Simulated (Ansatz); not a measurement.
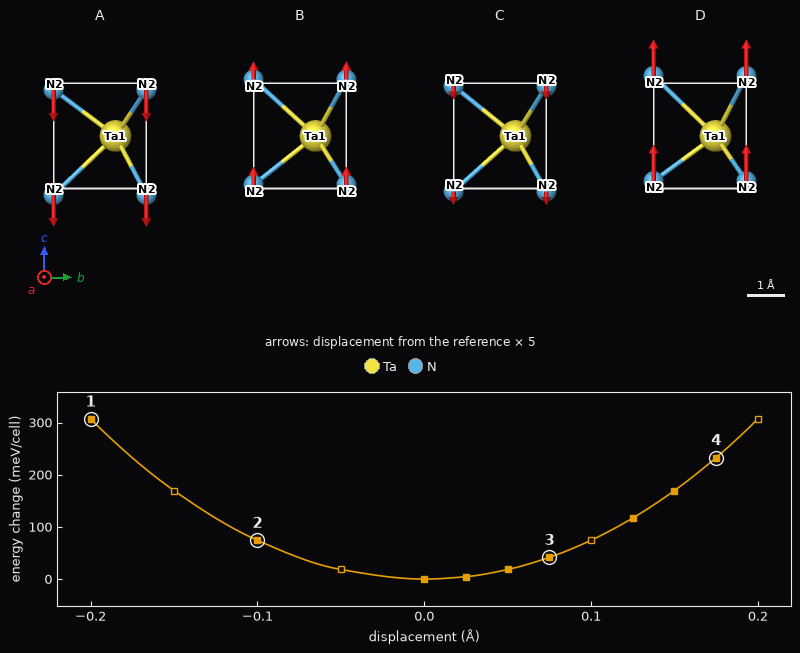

A scan of crystalline TaN (P-6m2): the whole N sublattice is shifted rigidly, towards the nearest copy of atom 2 (N) at 2.871 Å, all else fixed. The frames are shuffled; the numbered points of the plot belong to them. Hollow markers are points alike by symmetry, not computed again. A ball-and-stick model of the cell of the calculation, seen along the a axis. Red arrows: displacements from the reference.

Theory: DFT PBEsol, scalar-relativistic, plane waves, PAW in Ansatz. Settings: plane-wave cutoff 420 eV; k-point mesh 24 × 24 × 20; occupations gaussian; smearing width 0.15 eV; no spin polarisation. Energies (free energies at the smearing named) are counted from the relaxed crystal.

Which frame belongs to which numbered point?

Point 1 is frame D (the displacement −0.20 Å, 307 meV/cell); 2 is frame B (the displacement −0.10 Å, 74 meV/cell); 3 is frame C (the displacement 0.075 Å, 42 meV/cell); 4 is frame A (the displacement 0.175 Å, 233 meV/cell). The lowest computed point lies at the displacement 0.00 Å (0 meV/cell). The curvature at zero is about 15 eV/Å² per cell. The well is symmetric. At the highest point the shortest interatomic distance is 2.09 Å, against 2.22 Å in the reference. The distortion takes the space group from P-6m2 to P3m1.
